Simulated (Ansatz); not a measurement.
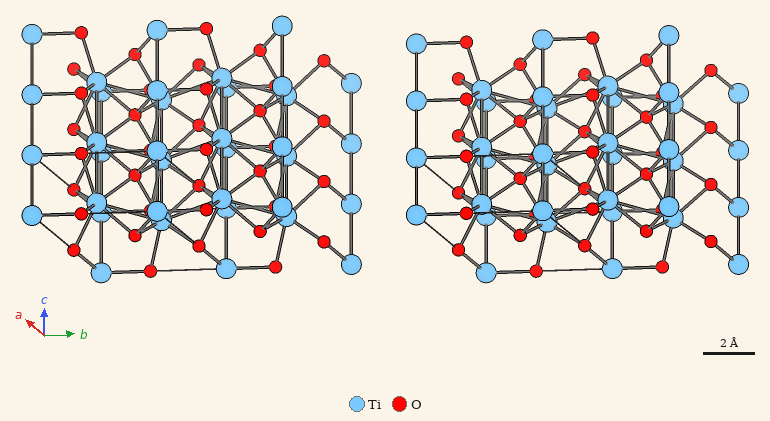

Two geometries of crystalline TiO (set up in P-62m), drawn at one scale. One is the start of a relaxation, the other its converged end. A ball-and-stick model of the cell of the calculation, repeated 1 × 2 × 3 with one cell outlined, seen from a free direction.

All numbers below come from DFT PBEsol, scalar-relativistic, plane waves, PAW in Ansatz. Settings: plane-wave cutoff 420 eV; k-point mesh 3 × 3 × 2; occupations gaussian; smearing width 0.1 eV; no spin polarisation; cell and atoms relaxed; force threshold 0.01 eV/Å; at most 60 steps.

Which geometry has the lower energy?

The right one is the relaxed one. Case: relaxed kmesh: [3, 3, 2] Gamma-centred. Over 5 accepted moves (7 points after the start) the energy falls by 39.8 meV per atom. The largest force component goes from 0.2 to 0.0001 eV/Å. The pressure goes from −7.80 to 0.00 GPa. The SCF was repeated twice at an unchanged geometry on a basis and grid sized afresh for the cell, which shifted the energy by 0.9 meV per atom at most. The largest moves relative to the cell, 0.010 Å, are those of O atoms. Ti stays in place. Cell: a = b 4.989 → 5.034 Å (+0.9 %), c 2.873 → 2.714 Å (−5.5 %). Volume −3.8 %. Near-neighbour distances that change, for instance: Ti–Ti 2.873 → 2.714 Å, O–Ti 2.101 → 2.055 Å, O–Ti 1.968 → 1.996 Å, Ti–Ti 2.880 → 2.907 Å. Bond angles that change, for instance: Ti–O–Ti 86.3° → 82.6°, Ti–O–Ti 86.5° → 90.0°. The space group stays P-62m (No. 189). The run took 14 s on 1 thread of Arm Neoverse V1, with other jobs on the host, peak memory 0.3 GiB.

Limits of the set-up: the k-point mesh is coarse for a cell with partly filled bands.
